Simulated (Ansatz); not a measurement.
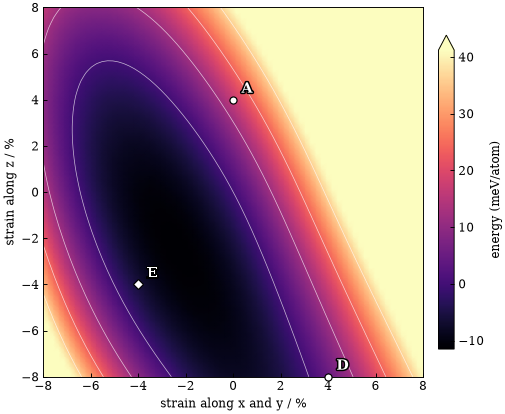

Ca (Fm-3m, No. 225; 1 atom in the cell). The cell is strained homogeneously, by one strain along x and y and another along z, with fractional coordinates fixed (x, y and z along the cube axes). Coordinates scanned: (1) strain along x and y; (2) strain along z. The grid has 5 × 5 points. Energies are in meV/atom, from the unstrained cell. The reference cell is the one listed in the database, not relaxed at this level. Level of theory: DFT PBEsol, scalar-relativistic, plane waves, PAW in Ansatz 0.2.0. Settings: cutoff 420 eV, k-mesh 14×14×14, gaussian smearing 0.15 eV, no spin polarisation.

Drawn: a smooth colour map with a few white contour lines, one colour for all values above the top of the scale, lettered points. Between grid points the surface is interpolated.

Q: Is A the lowest point of the computed grid?

A: No. A lies 27 meV/atom above the lowest grid point, which is at strain along x and y = −4 %, strain along z = 0 %.

Q: Rank the lettered points by energy, lowest first.

A: E (−6 meV/atom), D (4.7 meV/atom), A (17 meV/atom).
